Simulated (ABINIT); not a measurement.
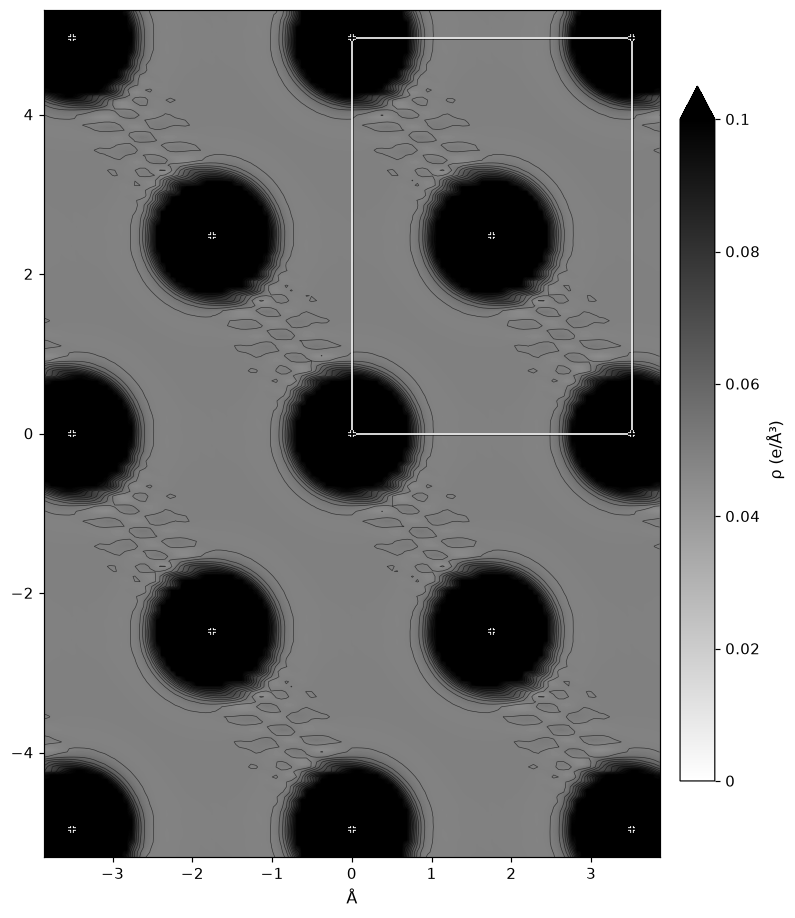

The valence electron density on a plane through atoms (crosses mark nuclei in the plane).

Theory: ABINIT, Kohn-Sham DFT of a periodic cell, LDA, JTH PAW LDA v2.0.

Candidates:
A. Li, a = 3.51 Å, b = 3.51 Å, c = 3.51 Å, α = 90.00°, β = 90.00°, γ = 90.00°. Space group Im-3m.
B. BN, a = 3.63 Å, b = 3.63 Å, c = 3.63 Å, α = 90.00°, β = 90.00°, γ = 90.00°. Space group F-43m; a structure from a database of computed crystals, not necessarily the ambient phase; computed pressure about −15 GPa in this cell.

### Which system is this?

Candidate A: Li on the (11̄0) plane of the conventional cell, which holds Li. Li–Li (3.04 Å): ρ is about 0.05 e/Å³ halfway.
